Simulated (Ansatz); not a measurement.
**Single-point calculation of ZrSe₂**

- system: ZrSe₂ (slab, 3 atoms in the cell)
- method: DFT PBE+D3(BJ), scalar-relativistic, plane waves, PAW, no spin polarisation (Ansatz 0.2.0)

The structure derives from an entry of the Crystallography Open Database. It belongs to a series of runs on one base structure; here: clean surface.

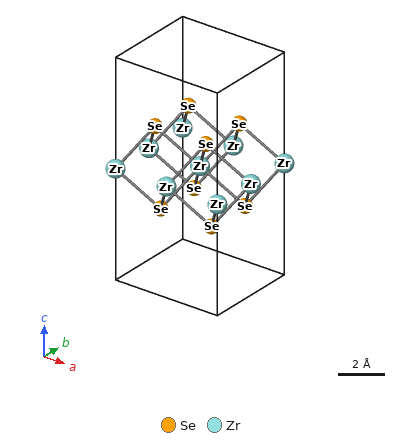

The structure (ball-and-stick view of the 2 × 2 repeat of the cell, with the vacuum cut short, seen slightly off an axis). Near neighbours in the crystal (not all of them lie inside the picture): Se has 3 Zr at 2.69 Å; Zr has 6 Se at 2.69 Å.

Key numbers

- outcome: converged
- electrons treated: 44
- free energy: −15126.8733 eV
- work function, top face: 5.33 eV
- work function, bottom face: 5.34 eV
- Fermi energy: −1.089 eV
- gap on the k-point mesh: 0.39 eV
- work function (upper face): 5.33 eV
- largest force (length of the vector): 0.012 eV/Å
- hardware: 4 threads of Arm Neoverse N1, 24 GiB of memory available, shared host
- wall time: 47 s (CPU time 3.1 min)
- peak memory: 0.91 GiB

Input file
```yaml
crystal:
  lattice:
    - [3.7564115474, 0.0, 0.0]
    - [-1.8782057737, 3.2531478271, 0.0]
    - [0.0, 0.0, 21.1884852918]
  atoms:
    - { symbol: Se, position: [0.6666666667, 0.3333333333, 0.4247590083] }
    - { symbol: Zr, position: [0.0, 0.0, 0.5000000049] }
    - { symbol: Se, position: [0.3333333333, 0.6666666667, 0.5752409917] }
basis:
  ecutwfc: 420
  fft_grid_basis: typed
kpoints:
  mp_grid: { grid: [33, 33, 1] }
hamiltonian:
  xc: pbe
  dispersion: d3bj
scf:
  occupations: { method: gaussian, width: 0.05 }
output:
  forces: true
  eigenvalues: true
  band_densities:
    - { e_range: [-2.2, -1.4] }
    - { e_range: [-1.4, -0.8] }
    - { e_range: [-0.8, -0.45] }
    - { e_range: [-0.45, 0.0] }
    - { e_range: [0.0, 0.45] }
    - { e_range: [0.45, 0.8] }
    - { e_range: [0.8, 1.4] }
    - { e_range: [1.4, 2.0] }
  band_residual_tolerance: 1.0e-05
  write_potential: true
  elf: true
  write_density: true
  volumetric_format: npy
efield:
  axis: 3
  dipole_correction: true
  ramp_width: 0.04
checkpoint:
  read: start.run
  write: ck
  compress: false
  write_wavefunctions: false
  write_every: 100000
```

Run as:
```bash
ansatz run input.yaml --threads 4 --pin off --max-ram 5898MiB --backend cpu --events-out ev --progress --plain --runs-dir out
```

The program's output
```
Engine: ansatz 0.2.0, aarch64-unknown-linux-gnu
Pseudopotentials: kind: paw
Pseudopotential: Se, paw, valence charge 16, recommended cutoff 420 eV (normal), Se.paw.azcp
Pseudopotential: Zr, paw, valence charge 12, recommended cutoff 420 eV (normal), Zr.paw.azcp
Functional definition: PBE
  parameter kappa = 0.804
  parameter beta = 0.06672455060314922
  exchange = pbe_x(kappa = kappa, mu = beta*pi^2/3)
  correlation = pbe_c(beta = beta)
Crystal: 3 atoms, lattice volume = 258.927 Å³
Basis set: ecut = 420 eV, 5087 PW (Γ), exchange–correlation on 54×54×288 points (8 copies of the dense FFT grid, shifted against one another)
Bands: 27, of which v1, the nominal top of the filled ones, is band 22 counted from 1 (21 counted from 0)
Symmetry: 6 space group operations
k-points: 108 of 1089 (time reversal used)
Non-local potential: Se, projectors of the file, l = 0: 2, l = 1: 2, l = 2: 3, l = 3: 1
Non-local potential: Zr, projectors of the file, l = 0: 3, l = 1: 2, l = 2: 2, l = 3: 2
PAW form: soft (Blöchl's): semilocal exchange-correlation on the pseudo side does not see the compensation charge
PAW one-centre angular grid: Se, 590 points (default); XC on 64 Gauss nodes
PAW one-centre angular grid: Zr, 590 points (default); XC on 64 Gauss nodes
Initial density: read from a saved state, or passed on in memory by an earlier SCF of this step, an earlier step, the calling program or the single point that the run made first
Initial wavefunctions: pseudopotential atomic-orbital guess
Functional: x = pbe(κ = 0.804, μ = 0.2195149727645171), c = pbe(β = 0.06672455060314922)
iter 1 solved again at ethr=6.61e-8 eV; its pass at ethr=3.10e-3 eV (dr2=2.91e-5 eV) is discarded
SCF iter   1: F=—  HF=-15126.873311 eV  |F-HF|=—  |Δ(HF+E_count)|=         —  Δρ=7.79e-5  dr2=3.25e-5  ethr=6.61e-8  p=0.000 e·Å  D=8.20e-7 V/Å  ΔV_dip=-0.00 eV  dr2_dipole=5.98e-11  V_vac-E_F(+/−)=5.33/5.33 eV  ⟨swp⟩=4.7  Hψ=23134  notcnv=0
efield: sawtooth ramp at fractional position 0.9800 (handed on by an earlier solve), width 0.0400; the density the first Hamiltonian is built on has a dipole p = 0.000 e·Å; the dipole correction subtracts the counter field D = 8.20e-7 V/Å, which shifts the + side's vacuum level by -0.00 eV against the − side's; the planar-averaged density in the ramp window peaks in size at 4.3e-6 e/Å³
preconditioner: auto → Resta (q_TF=auto, 2.031 Å⁻¹)  ε∞=2.4  [insulator: Δε(μ)=0.382 eV  Ē_g=7.830 eV  σ=0.050 eV  W_gap=1.00  n_scr=42 (ndim 8)  ℏωp=9.2 eV  f_vac=0.689  D(μ)=0.00/eV (n_scr^D=0)  ε∞_Penn≈2.4  vacuum switching on, ρ_ref=4.4e-3 e/Å³]
SCF iter   2: F=—  HF=-15126.873293 eV  |F-HF|=—  |Δ(HF+E_count)|=   1.73e-5  Δρ=3.66e-5  dr2=1.01e-5  ethr=6.61e-8  p=-0.000 e·Å  D=-1.14e-6 V/Å  ΔV_dip=0.00 eV  dr2_dipole=1.03e-10  V_vac-E_F(+/−)=5.33/5.33 eV  ⟨swp⟩=2.0  Hψ=3705  notcnv=0
SCF iter   3: F=—  HF=-15126.873292 eV  |F-HF|=—  |Δ(HF+E_count)|=   1.71e-6  Δρ=1.65e-5  dr2=6.42e-7  ethr=2.29e-8  p=0.000 e·Å  D=5.08e-7 V/Å  ΔV_dip=-0.00 eV  dr2_dipole=2.33e-11  V_vac-E_F(+/−)=5.33/5.33 eV  ⟨swp⟩=2.0  Hψ=3561  notcnv=0
SCF iter   4: F=-15126.873292 eV  HF=-15126.873292 eV  |F-HF|=1.39e-8  |Δ(HF+E_count)|=   5.02e-8  Δρ=3.87e-6  dr2=2.84e-8  ethr=2.27e-10  p=-0.000 e·Å  D=-1.79e-6 V/Å  ΔV_dip=0.00 eV  dr2_dipole=2.71e-10  V_vac-E_F(+/−)=5.33/5.33 eV  ⟨swp⟩=17.1  Hψ=24709  notcnv=0
SCF 1 converged in 4 iterations: F = -15126.873292 eV  dr2 = 2.84e-8
  greatest PAW one-centre occupation: 1.000 electrons in one spin orbital (limit 2), on the Se atom at site 0 (counted from 0), in its partial waves of l = 2
```

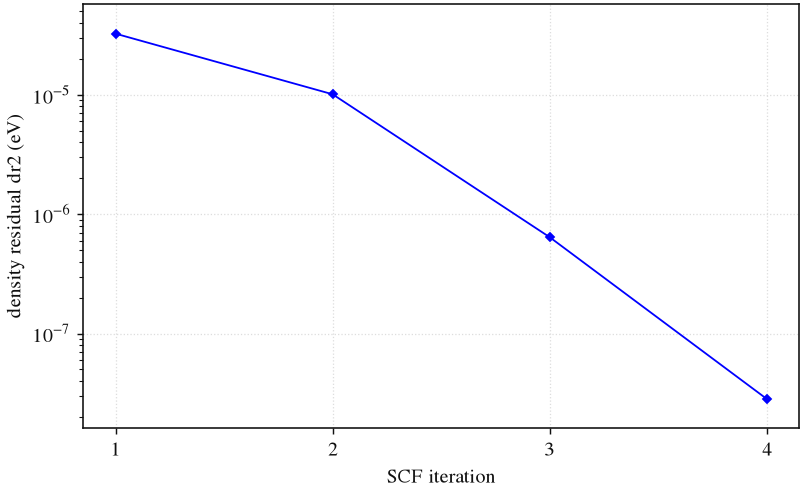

Convergence of the self-consistent field: density residual dr2 against the SCF iteration. The residual falls at every step.

```
NSCF: frozen V_eff on 50 k-points
efield: sawtooth ramp at fractional position 0.9800 (kept from the solve that this one continues, or follows in the run), width 0.0400; the density the first Hamiltonian is built on has a dipole p = -0.000 e·Å; the dipole correction subtracts the counter field D = -1.79e-6 V/Å, which shifts the + side's vacuum level by +0.00 eV against the − side's; the planar-averaged density in the ramp window peaks in size at 4.3e-6 e/Å³
SCF converged after 4 iterations
Free energy (F): -15126.873292 eV
Harris-Foulkes:  -15126.873292 eV  (|F-HF|=1.39e-8)
Internal energy: -15126.873292 eV  (E = F + TS)
E sigma→0 (E₀):  -15126.873292 eV
Fermi energy:    -1.089386 eV
Dipole field:    D = 0.000018 V/Å  (p = 0.000025 e·Å, saw-weighted, corrected)
Work function:   Φ+ = 5.3347 eV   Φ− = 5.3351 eV
Levels:          The Fermi level and band energies are counted from a zero that moves with the ramp; work functions are not
--- Per-component energies (eV) ---
  E_band       = -1335.494419
  E_kinetic    = 570.103074
  E_local      = -35100.823765  (includes V_loc(G=0)·N_el)
  E_nonlocal   = -1114.130366
  E_hartree    = 17169.034344
  E_xc         = -371.055747
  E_vxc        = -388.429234  (∫ρ·V_xc dr)
  E_paw        = -6775.250678  (= ΣΔE_a)
  E_vpaw       = 359.714710  (= ΣTr[D̂ρ^β])
  E_aug_tail   = -0.001161  (compensation charges beyond the density's cutoff)
  E_efield     = 0.000000  (sawtooth field / dipole correction)
  E_vefield    = 0.000000  (∫n·V_field dr)
  E_ewald      = 10496.069746
  E_disp       = -0.818738  (pairwise vdW)
  E_smearing   = -0.000000  (= −TS)
  E_closure    = 0.000000  (closes the sum)
  Σ components = -15126.873292   (vs F -15126.873292, Δ=0.00e0)
--- Forces (eV/Å), atoms counted from 1 ---
  atom   1  Se     0.00000000     0.00000000     0.01198940
  atom   2  Zr     0.00000000    -0.00000000     0.00001648
  atom   3  Se     0.00000000    -0.00000000    -0.01201603
  max |Σ_I F_I| component: 1.01e-5 eV/Å
--- Band table (eV; the first three rows and the last of 108) ---
  k-point 0: bands = ["-50.7198", "-48.1397", "-48.1397", "-48.1395", "-48.1395", "-48.1330", "-48.1330", "-48.1328", "-48.1328", "-48.1321", "-48.1320", "-28.7660", "-28.6518", "-28.6518", "-14.3131", "-13.4318", "-5.4359", "-3.7806", "-3.7806", "-2.5230", "-1.2782", "-1.2782", "-0.1751", "-0.1751", "0.3432", "3.1949", "3.1949"]
  k-point 1: bands = ["-50.7197", "-48.1397", "-48.1397", "-48.1395", "-48.1395", "-48.1330", "-48.1330", "-48.1328", "-48.1328", "-48.1321", "-48.1320", "-28.7656", "-28.6536", "-28.6522", "-14.3046", "-13.4313", "-5.4238", "-3.8167", "-3.7759", "-2.4891", "-1.3781", "-1.3221", "-0.1486", "-0.1278", "0.3657", "3.1057", "3.1872"]
  k-point 2: bands = ["-50.7194", "-48.1397", "-48.1396", "-48.1395", "-48.1395", "-48.1330", "-48.1330", "-48.1328", "-48.1328", "-48.1321", "-48.1320", "-28.7643", "-28.6591", "-28.6533", "-14.2795", "-13.4298", "-5.3880", "-3.9118", "-3.7621", "-2.4022", "-1.6308", "-1.4344", "-0.1121", "-0.0063", "0.4349", "2.9104", "3.1660"]
  k-point 107: bands = ["-50.7069", "-48.1396", "-48.1395", "-48.1394", "-48.1364", "-48.1328", "-48.1328", "-48.1328", "-48.1326", "-48.1316", "-48.1316", "-28.7883", "-28.7883", "-28.7114", "-13.2310", "-13.2310", "-4.8011", "-4.8011", "-4.7746", "-3.4774", "-3.4774", "-3.3352", "0.6250", "1.1291", "1.1291", "3.1431", "3.1431"]
--- Band densities, each state counted as filled ---
  window                                       electrons  max residual (eV)  cut levels
  e_range: [-2.2, -1.4]                         2.172635             3.6e-9           0
  e_range: [-1.4, -0.8]                         1.443526             3.5e-9           0
  e_range: [-0.8, -0.45]                        0.176309             3.3e-9           0
  e_range: [-0.45, 0]                           0.047750             2.8e-9           0
  e_range: [0, 0.45]                            0.275482             3.5e-6           0
  e_range: [0.45, 0.8]                          0.451791             3.3e-6           0
  e_range: [0.8, 1.4]                           1.204775             3.5e-6           0
  e_range: [1.4, 2]                             1.206612             3.0e-6           0
```

File band_densities.tsv
```
# window	n_electrons	max_residual_ev	n_cut_levels
# fermi_ev = -1.089386
# range_zeros_ev = -1.089386
# range_zeros_ev: from where a range's energies are measured, in spin up and in spin down where the run solves two channels
e_range_-2.2_-1.4	2.172635	3.583e-9	0
e_range_-1.4_-0.8	1.443526	3.527e-9	0
e_range_-0.8_-0.45	0.176309	3.341e-9	0
e_range_-0.45_0	0.047750	2.837e-9	0
e_range_0_0.45	0.275482	3.466e-6	0
e_range_0.45_0.8	0.451791	3.348e-6	0
e_range_0.8_1.4	1.204775	3.510e-6	0
e_range_1.4_2	1.206612	2.958e-6	0
```

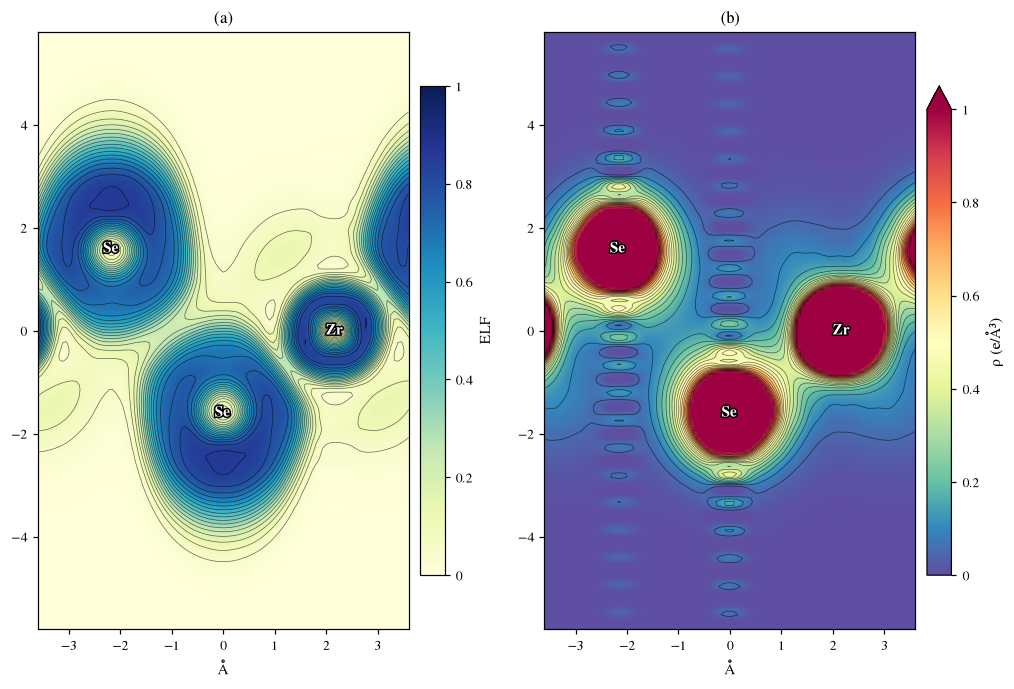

(a) electron localisation function; (b) valence pseudo-density on the (110) plane of the calculation cell, a cut from vacuum to vacuum. Atoms in the plane: Se and Zr. Zr–Se (2.69 Å): ρ at the midpoint is about 0.39 e/Å³; the ELF is about 0.45 at the midpoint. The density dies away to nearly zero in the vacuum. The strong features right at Zr lie inside the PAW spheres (semicore, d or f shells) and say nothing about bonding. Core electrons are frozen (PAW), so the fields are smoothed inside the atomic spheres.

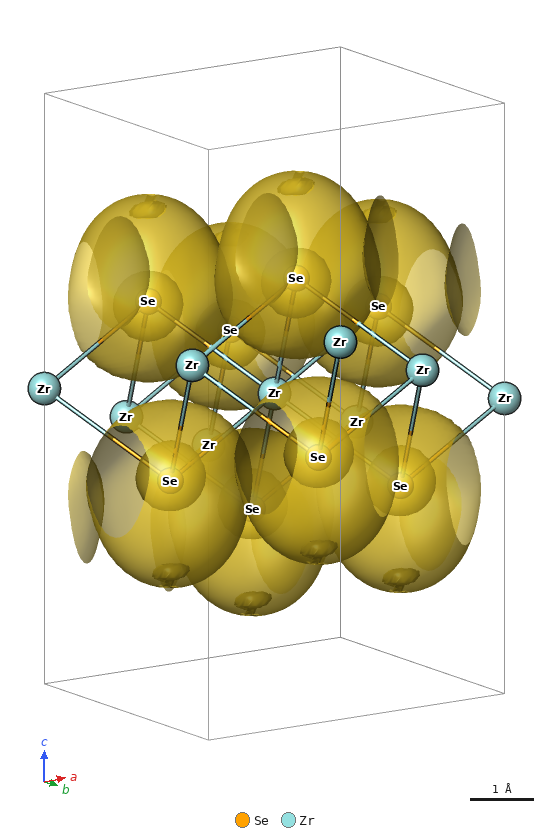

Isosurface of the electron localisation function at 0.65 (yellow), seen at an oblique angle. Core shells and regions of very low density are left out. Sticks mark near contacts. Counts are for one cell; the picture repeats the cell along the surface.  Values along the shortest contacts: Zr–Se (2.69 Å): the ELF is about 0.45 at the midpoint.
